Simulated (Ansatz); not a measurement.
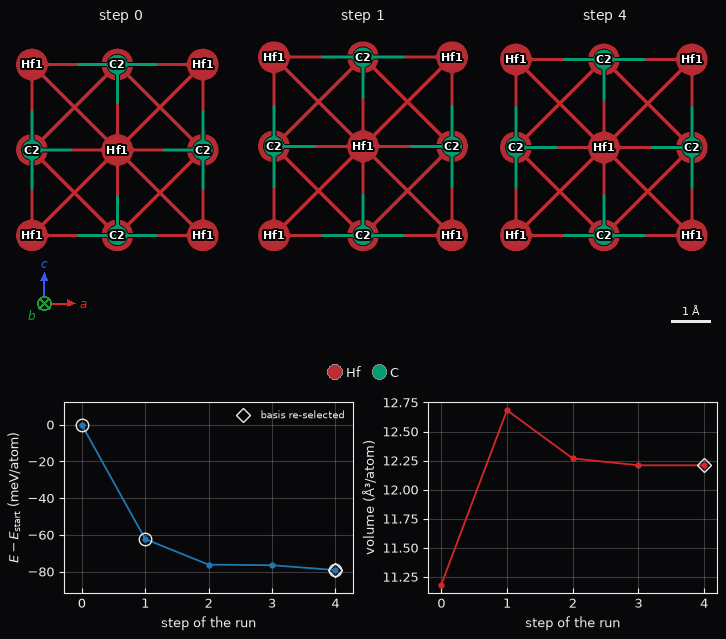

Frames of a relaxation of solid HfC (a generated structure, set up in Fm-3m) (coarse preliminary run), marked on the history of the run. Style: ball-and-stick. Shown: the conventional cell (4 times the calculation's cell), along the b axis. Lengths and directions refer to the drawn axes.

Case: Ti → Hf on all its sites, cell and atoms relaxed.

All numbers below come from DFT PBEsol, scalar-relativistic, plane waves, PAW (Ansatz). (plane-wave cutoff 420 eV; k-point mesh 8 × 8 × 8; occupations gaussian; smearing width 0.1 eV; no spin polarisation; cell and atoms relaxed; force threshold 0.05 eV/Å; at most 60 steps)

Q: What happens along the run?

A: The atoms keep their places relative to the cell (all moves are under 0.005 Å). The volume changes by +9.2 %, with a = b = c 4.473 → 4.605 Å (+3.0 %). Some distances before and after: Hf1–Hf1 3.163 → 3.257 Å, Hf1–C2 2.236 → 2.303 Å. The space group stays Fm-3m (No. 225). After 3 accepted moves (4 points after the start) the energy has fallen by 79.1 meV per atom. All forces vanish by symmetry, so only the cell relaxes. Pressure: 26.25 GPa at the start and 0.27 GPa at the end. The SCF was repeated once at an unchanged geometry on a basis and grid sized afresh for the cell, which shifted the energy by 2.6 meV per atom at most. Cost: 3.2 s on 1 thread of Intel(R) Xeon(R) 6975P-C (Granite Rapids) (shared host), peak memory 0.35 GiB. From step 0 to 1: volume +13.4 %, energy −62.3 meV per atom. From step 1 to 4: volume −3.7 %, energy −16.9 meV per atom.

| step | E − E(0), meV/atom | pressure, GPa | volume, Å³/atom | note |
| --- | --- | --- | --- | --- |
| 0 | 0.00 | 26.25 | 11.184 |  |
| 1 | -62.26 | -8.85 | 12.683 |  |
| 2 | -76.19 | -1.14 | 12.269 |  |
| 3 | -76.50 | 0.06 | 12.210 |  |
| 4 | -79.14 | 0.27 | 12.210 | same geometry, new basis |
